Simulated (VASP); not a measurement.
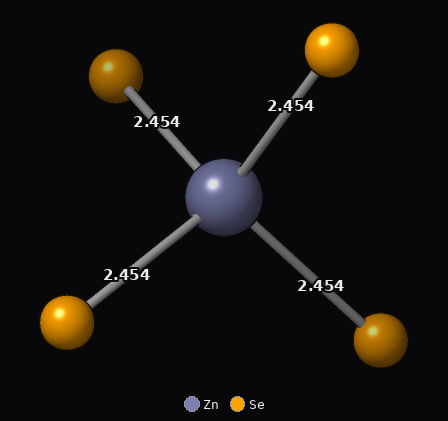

The surroundings of site Zn1 (at 0.000, 0.000, 0.000) in ZnSe in space group F-43m, with bond lengths in Å.

The cell is taken from an entry of the Crystallography Open Database, as set up for an electronic-structure calculation.

```
CELL_PARAMETERS angstrom
5.66760 0.00000 0.00000
0.00000 5.66760 0.00000
0.00000 0.00000 5.66760
ATOMIC_POSITIONS crystal
Se 0.25000 0.25000 0.25000
Zn 0.00000 0.00000 0.00000
Se 0.25000 0.75000 0.75000
Zn 0.00000 0.50000 0.50000
Se 0.75000 0.25000 0.75000
Zn 0.50000 0.00000 0.50000
Se 0.75000 0.75000 0.25000
Zn 0.50000 0.50000 0.00000
```

Bond valence s = exp((R0 − d)/b), R0 fitted to published crystal structures with b = 0.37 Å; R0 in Å: Zn2+–Se 2.221.

Calculate the bond-valence sum of Zn1 from the bonds drawn.

4 × 0.533 = 2.13 v.u., against a formal valence of 2: overbonded (bonds short for this ion) by 0.13.

And over the whole structure?

```tsv
site	x, y, z	formal valence	bond-valence sum	difference
Se1	0.250, 0.250, 0.250	−2	2.14	0.14
Zn1	0.000, 0.000, 0.000	+2	2.14	0.14
```

These sums include all anions within 5 Å. The global instability index (root mean square of the differences over all atoms) is 0.14 v.u.: moderate strain, common in real structures. The cell was not relaxed for this table, and a volume that is off by a few per cent shifts all sums together.
